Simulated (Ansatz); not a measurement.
Geometry relaxation of Al (part 1 of 2)

System: Al (slab, 10 atoms in the cell).
Method: DFT PBE, scalar-relativistic, plane waves, PAW, no spin polarisation (Ansatz 0.2.0).

The structure derives from a Materials Project entry. It belongs to a series of runs on one base structure; here: (0 0 1) slab, atoms relaxed.

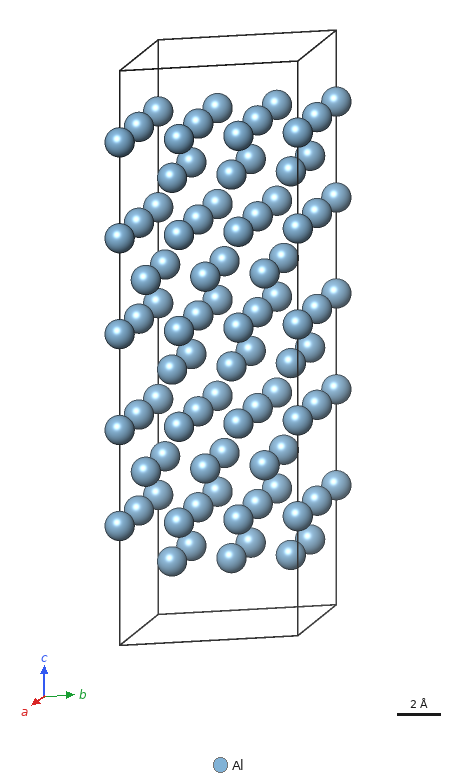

Figure 1. The structure as given in the input (spheres-only view of the 2 × 3 repeat of the cell, with the vacuum cut short, seen slightly off an axis). An atom can appear more than once, as a periodic image.

## The input
```yaml
crystal:
  lattice:
    - [2.854322333, 0.0, 0.0]
    - [-1.4271611665, 2.471915651, 0.0]
    - [0.0, 0.0, 36.1121833172]
  atoms:
    - { symbol: Al, position: [0.3333333333, 0.6666666667, 0.2076861411] }
    - { symbol: Al, position: [0.0, 0.0, 0.2726447764] }
    - { symbol: Al, position: [0.6666666667, 0.3333333333, 0.3376034117] }
    - { symbol: Al, position: [0.0, 0.0, 0.402562047] }
    - { symbol: Al, position: [0.3333333333, 0.6666666667, 0.4675206823] }
    - { symbol: Al, position: [0.0, 0.0, 0.5324793177] }
    - { symbol: Al, position: [0.6666666667, 0.3333333333, 0.597437953] }
    - { symbol: Al, position: [0.0, 0.0, 0.6623965883] }
    - { symbol: Al, position: [0.3333333333, 0.6666666667, 0.7273552236] }
    - { symbol: Al, position: [0.0, 0.0, 0.7923138589] }
basis:
  ecutwfc: 420
kpoints:
  mp_grid: { grid: [12, 12, 1] }
hamiltonian:
  xc: pbe
scf:
  occupations: { method: gaussian, width: 0.1 }
output:
  forces: true
  eigenvalues: true
  write_density: true
  write_potential: true
  elf: true
  volumetric_format: npy
relax:
  adjacent_minimum: "off"
  f_tol: 0.02
  max_steps: 60
efield:
  axis: 3
  dipole_correction: true
  ramp_width: 0.04
```

Command:
```bash
ansatz run input.yaml --threads 1 --pin off --max-ram 2560MiB --backend cpu --events-out ev --progress --plain --runs-dir out
```

## Log
```
Engine: ansatz 0.2.0, x86_64-unknown-linux-gnu
Pseudopotentials: kind: paw
Pseudopotential: Al, paw, valence charge 3, recommended cutoff 420 eV (normal), Al.paw.azcp
Functional definition: PBE
  parameter kappa = 0.804
  parameter beta = 0.06672455060314922
  exchange = pbe_x(kappa = kappa, mu = beta*pi^2/3)
  correlation = pbe_c(beta = beta)
Crystal: 10 atoms, lattice volume = 254.795 Å³
Basis set: ecut = 420 eV, 5005 PW (Γ), exchange–correlation on 40×40×486 points (8 copies of the dense FFT grid, shifted against one another)
Bands: 25, of which v1, the nominal top of the filled ones, is band 15 counted from 1 (14 counted from 0)
Symmetry: 6 space group operations
Space group: P3m1 (ITA 156), of the structure as read, at distance tolerance 6.3e-5 Å
k-points: 19 of 144 (time reversal used)
Non-local potential: Al, projectors of the file, l = 0: 2, l = 1: 2, l = 2: 1
PAW form: soft (Blöchl's): semilocal exchange-correlation on the pseudo side does not see the compensation charge
PAW one-centre angular grid: Al, 110 points (default); XC on 64 Gauss nodes
Initial density: superposition of atomic densities (neutral atoms: chi_scale 0, normalization atom), corrected by the library's trained network
Initial wavefunctions: pseudopotential atomic-orbital guess
Functional: x = pbe(κ = 0.804, μ = 0.2195149727645171), c = pbe(β = 0.06672455060314922)
SCF iter   1: F=—  HF=-5374.196193 eV  |F-HF|=—  |Δ(HF+E_count)|=         —  Δρ=1.62e-3  dr2=2.69e-1  ethr=1.77e-3  p=-0.000 e·Å  D=-3.84e-5 V/Å  ΔV_dip=0.00 eV  dr2_dipole=4.20e-4  V_vac-E_F(+/−)=4.08/4.08 eV  ⟨swp⟩=11.1  Hψ=3513  notcnv=0  defer=2
efield: sawtooth ramp at fractional position 0.9800 (placed from the atoms, in the widest stretch of the axis that holds none; the zero of the levels goes with the place), width 0.0400; the density the first Hamiltonian is built on has a dipole p = -0.000 e·Å; the dipole correction subtracts the counter field D = -3.84e-5 V/Å, which shifts the + side's vacuum level by +0.00 eV against the − side's; the planar-averaged density in the ramp window peaks in size at 3.2e-5 e/Å³
preconditioner: auto → LDOS  [metal: Δε(μ)=0.006 eV  Ē_g=6.952 eV  σ=0.100 eV  W_gap=0.03  n_scr=20 (ndim 8)  ℏωp=12.7 eV  f_vac=0.291  D(μ)=4.56/eV (n_scr^D=20)  β→1.0]
SCF iter   2: F=—  HF=-5374.190334 eV  |F-HF|=—  |Δ(HF+E_count)|=   5.86e-3  Δρ=4.71e-4  dr2=5.09e-3  ethr=8.97e-4  p=-0.000 e·Å  D=-5.48e-5 V/Å  ΔV_dip=0.00 eV  dr2_dipole=5.75e-3  V_vac-E_F(+/−)=4.08/4.07 eV  ⟨swp⟩=1.5  Hψ=658  notcnv=0  defer=22
SCF iter   3: F=—  HF=-5374.190394 eV  |F-HF|=—  |Δ(HF+E_count)|=   6.04e-5  Δρ=1.68e-4  dr2=7.95e-4  ethr=1.70e-5  p=0.000 e·Å  D=2.86e-4 V/Å  ΔV_dip=-0.01 eV  dr2_dipole=4.06e-9  V_vac-E_F(+/−)=4.05/4.06 eV  ⟨swp⟩=2.4  Hψ=696  notcnv=0  defer=22
SCF iter   4: F=—  HF=-5374.190366 eV  |F-HF|=—  |Δ(HF+E_count)|=   2.87e-5  Δρ=3.34e-5  dr2=3.81e-5  ethr=2.65e-6  p=0.001 e·Å  D=4.01e-4 V/Å  ΔV_dip=-0.01 eV  dr2_dipole=1.02e-6  V_vac-E_F(+/−)=4.04/4.06 eV  ⟨swp⟩=2.3  Hψ=657  notcnv=0  defer=22
iter 5 did not close the SCF: its close was put off for the readings that it lacked (scf_convergence_deferred on its scf_iter line)
SCF iter   5: F=-5374.190360 eV  HF=-5374.190364 eV  |F-HF|=4.12e-6  |Δ(HF+E_count)|=   1.48e-6  Δρ=9.17e-6  dr2=4.45e-6  ethr=1.27e-7  p=0.001 e·Å  D=4.00e-4 V/Å  ΔV_dip=-0.01 eV  dr2_dipole=2.98e-7  V_vac-E_F(+/−)=4.04/4.05 eV  ⟨swp⟩=1.9  Hψ=602  notcnv=0  defer=22
iter 6 did not close the SCF: its close was put off until two iterations running show no level that it waits for move by more than its bar (scf_convergence_deferred on its scf_iter line)
SCF iter   6: F=-5374.190364 eV  HF=-5374.190364 eV  |F-HF|=1.50e-7  |Δ(HF+E_count)|=   2.00e-7  Δρ=4.41e-6  dr2=2.23e-7  ethr=1.48e-8  p=0.001 e·Å  D=4.13e-4 V/Å  ΔV_dip=-0.01 eV  dr2_dipole=5.30e-8  V_vac-E_F(+/−)=4.04/4.05 eV  ⟨swp⟩=21.2  Hψ=4881  notcnv=0
iter 7 did not close the SCF: its close was put off until two iterations running show no level that it waits for move by more than its bar (scf_convergence_deferred on its scf_iter line)
SCF iter   7: F=-5374.190365 eV  HF=-5374.190364 eV  |F-HF|=1.33e-9  |Δ(HF+E_count)|=   4.34e-8  Δρ=8.24e-7  dr2=6.65e-9  ethr=7.43e-10  p=0.001 e·Å  D=4.17e-4 V/Å  ΔV_dip=-0.02 eV  dr2_dipole=6.61e-12  V_vac-E_F(+/−)=4.04/4.05 eV  ⟨swp⟩=9.9  Hψ=3461  notcnv=0
SCF iter   8: F=-5374.190365 eV  HF=-5374.190365 eV  |F-HF|=6.28e-11  |Δ(HF+E_count)|=   4.14e-9  Δρ=2.76e-7  dr2=6.16e-10  ethr=2.22e-11  p=0.001 e·Å  D=4.19e-4 V/Å  ΔV_dip=-0.02 eV  dr2_dipole=2.88e-11  V_vac-E_F(+/−)=4.04/4.05 eV  ⟨swp⟩=7.7  Hψ=2847  notcnv=0
SCF 1 converged in 8 iterations: F = -5374.190365 eV  dr2 = 6.16e-10
  greatest PAW one-centre occupation: 0.468 electrons in one spin orbital (limit 2), on the Al atom at site 9 (counted from 0), in its partial waves of l = 0
relax step   1: F+E_penalty+E_count = -5374.19036450 eV  Δ(F+E_penalty+E_count) = +0.000e0 eV  max|allowed force component| = 1.309e-1 eV/Å  Δτ_max = 0.0000 Å  (8 SCF iters, dr2 threshold 1.00e-5 eV, accepted)
Initial density: handed on by an earlier stage of this run
Initial wavefunctions: those handed on with the density
iter 1 solved again at ethr=3.04e-4 eV; its pass at ethr=3.10e-3 eV (dr2=9.12e-2 eV) is discarded
SCF iter   1: F=—  HF=-5374.196535 eV  |F-HF|=—  |Δ(HF+E_count)|=         —  Δρ=1.14e-3  dr2=8.59e-2  ethr=3.04e-4  p=0.001 e·Å  D=4.19e-4 V/Å  ΔV_dip=-0.02 eV  dr2_dipole=8.17e-3  V_vac-E_F(+/−)=4.04/4.05 eV  ⟨swp⟩=1.1  Hψ=1769  notcnv=0  defer=59
efield: sawtooth ramp at fractional position 0.9800 (handed on by an earlier solve), width 0.0400; the density the first Hamiltonian is built on has a dipole p = 0.001 e·Å; the dipole correction subtracts the counter field D = 4.19e-4 V/Å, which shifts the + side's vacuum level by -0.02 eV against the − side's; the planar-averaged density in the ramp window peaks in size at 7.0e-7 e/Å³
preconditioner: auto → LDOS  [metal: Δε(μ)=0.086 eV  Ē_g=6.946 eV  σ=0.100 eV  W_gap=0.39  n_scr=20 (ndim 8)  ℏωp=12.7 eV  f_vac=0.291  D(μ)=4.45/eV (n_scr^D=20)  β→1.0]
SCF iter   2: F=—  HF=-5374.194010 eV  |F-HF|=—  |Δ(HF+E_count)|=   2.52e-3  Δρ=4.34e-4  dr2=1.56e-3  ethr=2.86e-4  p=0.000 e·Å  D=3.10e-4 V/Å  ΔV_dip=-0.01 eV  dr2_dipole=3.09e-5  V_vac-E_F(+/−)=4.03/4.05 eV  ⟨swp⟩=1.5  Hψ=475  notcnv=0  defer=59
SCF iter   3: F=—  HF=-5374.193529 eV  |F-HF|=—  |Δ(HF+E_count)|=   4.81e-4  Δρ=1.47e-4  dr2=6.85e-4  ethr=5.20e-6  p=0.001 e·Å  D=6.49e-4 V/Å  ΔV_dip=-0.02 eV  dr2_dipole=1.35e-4  V_vac-E_F(+/−)=4.02/4.04 eV  ⟨swp⟩=2.7  Hψ=868  notcnv=0  defer=59
SCF iter   4: F=—  HF=-5374.193471 eV  |F-HF|=—  |Δ(HF+E_count)|=   5.84e-5  Δρ=6.55e-5  dr2=1.22e-4  ethr=2.28e-6  p=0.001 e·Å  D=6.97e-4 V/Å  ΔV_dip=-0.03 eV  dr2_dipole=2.18e-5  V_vac-E_F(+/−)=4.02/4.04 eV  ⟨swp⟩=1.1  Hψ=468  notcnv=0  defer=59
SCF iter   5: F=—  HF=-5374.193465 eV  |F-HF|=—  |Δ(HF+E_count)|=   5.34e-6  Δρ=8.35e-6  dr2=3.97e-6  ethr=4.06e-7  p=0.001 e·Å  D=6.97e-4 V/Å  ΔV_dip=-0.03 eV  dr2_dipole=1.05e-7  V_vac-E_F(+/−)=4.02/4.05 eV  ⟨swp⟩=1.8  Hψ=564  notcnv=0  defer=59
SCF iter   6: F=-5374.193466 eV  HF=-5374.193466 eV  |F-HF|=4.75e-8  |Δ(HF+E_count)|=   4.44e-7  Δρ=2.79e-6  dr2=1.02e-7  ethr=3.57e-9  p=0.001 e·Å  D=7.06e-4 V/Å  ΔV_dip=-0.03 eV  dr2_dipole=1.39e-10  V_vac-E_F(+/−)=4.02/4.05 eV  ⟨swp⟩=21.4  Hψ=4781  notcnv=0
SCF 2 converged in 6 iterations: F = -5374.193466 eV  dr2 = 1.02e-7
relax step   2: F+E_penalty+E_count = -5374.19346580 eV  Δ(F+E_penalty+E_count) = -3.101e-3 eV  max|allowed force component| = 4.211e-2 eV/Å  Δτ_max = 0.0483 Å  (6 SCF iters, dr2 threshold 1.07e-6 eV, accepted)
SCF iter   1: F=—  HF=-5374.193997 eV  |F-HF|=—  |Δ(HF+E_count)|=         —  Δρ=2.27e-4  dr2=1.44e-3  ethr=1.11e-4  p=0.001 e·Å  D=7.06e-4 V/Å  ΔV_dip=-0.03 eV  dr2_dipole=3.04e-4  V_vac-E_F(+/−)=4.02/4.05 eV  ⟨swp⟩=2.5  Hψ=1086  notcnv=0  defer=58
efield: sawtooth ramp at fractional position 0.9800 (handed on by an earlier solve), width 0.0400; the density the first Hamiltonian is built on has a dipole p = 0.001 e·Å; the dipole correction subtracts the counter field D = 7.06e-4 V/Å, which shifts the + side's vacuum level by -0.03 eV against the − side's; the planar-averaged density in the ramp window peaks in size at 6.4e-7 e/Å³
preconditioner: auto → LDOS  [metal: Δε(μ)=0.004 eV  Ē_g=6.946 eV  σ=0.100 eV  W_gap=0.02  n_scr=20 (ndim 8)  ℏωp=12.7 eV  f_vac=0.291  D(μ)=4.48/eV (n_scr^D=20)  β→1.0]
SCF iter   2: F=—  HF=-5374.193867 eV  |F-HF|=—  |Δ(HF+E_count)|=   1.29e-4  Δρ=1.22e-4  dr2=1.71e-4  ethr=4.81e-6  p=0.001 e·Å  D=6.79e-4 V/Å  ΔV_dip=-0.02 eV  dr2_dipole=1.80e-5  V_vac-E_F(+/−)=4.02/4.04 eV  ⟨swp⟩=2.4  Hψ=812  notcnv=0  defer=58
SCF iter   3: F=—  HF=-5374.193858 eV  |F-HF|=—  |Δ(HF+E_count)|=   9.08e-6  Δρ=2.77e-5  dr2=1.06e-5  ethr=5.68e-7  p=0.001 e·Å  D=6.41e-4 V/Å  ΔV_dip=-0.02 eV  dr2_dipole=3.68e-7  V_vac-E_F(+/−)=4.02/4.04 eV  ⟨swp⟩=2.0  Hψ=636  notcnv=0  defer=58
SCF iter   4: F=—  HF=-5374.193836 eV  |F-HF|=—  |Δ(HF+E_count)|=   2.15e-5  Δρ=6.72e-6  dr2=3.98e-7  ethr=3.55e-8  p=0.001 e·Å  D=6.46e-4 V/Å  ΔV_dip=-0.02 eV  dr2_dipole=4.97e-9  V_vac-E_F(+/−)=4.02/4.05 eV  ⟨swp⟩=2.5  Hψ=737  notcnv=0  defer=58
iter 5 did not close the SCF: its close was put off until two iterations running show no level that it waits for move by more than its bar (scf_convergence_deferred on its scf_iter line)
SCF iter   5: F=-5374.193837 eV  HF=-5374.193837 eV  |F-HF|=1.54e-8  |Δ(HF+E_count)|=   6.23e-8  Δρ=1.66e-6  dr2=2.85e-8  ethr=3.33e-10  p=0.001 e·Å  D=6.48e-4 V/Å  ΔV_dip=-0.02 eV  dr2_dipole=4.07e-9  V_vac-E_F(+/−)=4.02/4.05 eV  ⟨swp⟩=17.9  Hψ=4218  notcnv=0
SCF iter   6: F=-5374.193837 eV  HF=-5374.193837 eV  |F-HF|=5.65e-9  |Δ(HF+E_count)|=   7.32e-9  Δρ=4.33e-7  dr2=3.98e-9  ethr=9.51e-11  p=0.001 e·Å  D=6.47e-4 V/Å  ΔV_dip=-0.02 eV  dr2_dipole=2.67e-9  V_vac-E_F(+/−)=4.02/4.05 eV  ⟨swp⟩=8.6  Hψ=3110  notcnv=0
SCF 3 converged in 6 iterations: F = -5374.193837 eV  dr2 = 3.98e-9
relax step   3: F+E_penalty+E_count = -5374.19383653 eV  Δ(F+E_penalty+E_count) = -3.707e-4 eV  max|allowed force component| = 4.988e-3 eV/Å  Δτ_max = 0.0122 Å  (6 SCF iters, accepted)
```

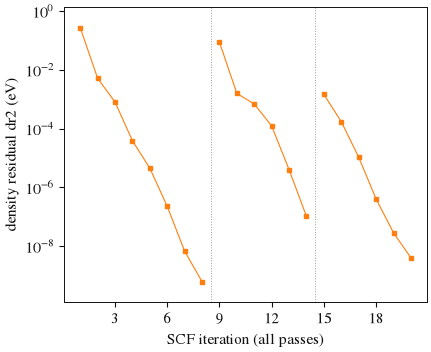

Figure 2. Convergence of the self-consistent field: density residual dr2 against the SCF iteration. The dotted lines part the SCF passes of the relaxation: geometry steps, rejected trials and re-solves on a re-selected basis. The passes take 8, 6 and 6 iterations.

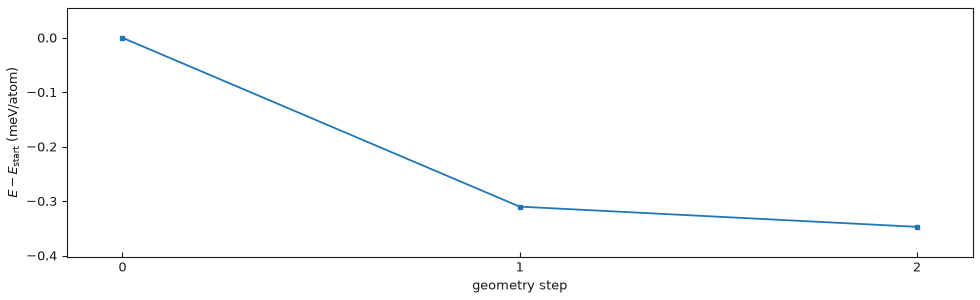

Figure 3. Progress of the relaxation, step by step (the first geometry is step 0 here and step 1 in the log).

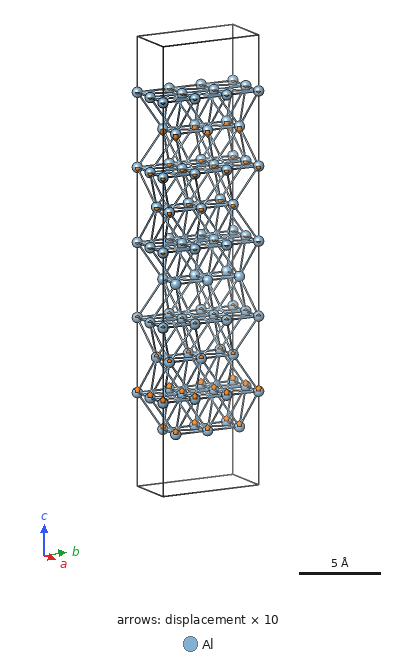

Figure 4. The starting structure with the displacements as orange arrows, magnified 10 times (ball-and-stick view of the 2 × 3 repeat of the cell, with the vacuum cut short, seen slightly off an axis). The energy falls by 0.3 meV per atom in 2 geometry steps. Largest force component: 0.13 eV/Å at the start, 0.005 eV/Å at the end. The atom that moves furthest is Al9 (0.049 Å). The lattice vectors keep their values. Among the contacts that change: Al9–Al10 2.867 → 2.894 Å, Al2–Al3 2.867 → 2.853 Å, Al3–Al4 2.867 → 2.860 Å. (Atoms are counted from 1 in the order of the input.)
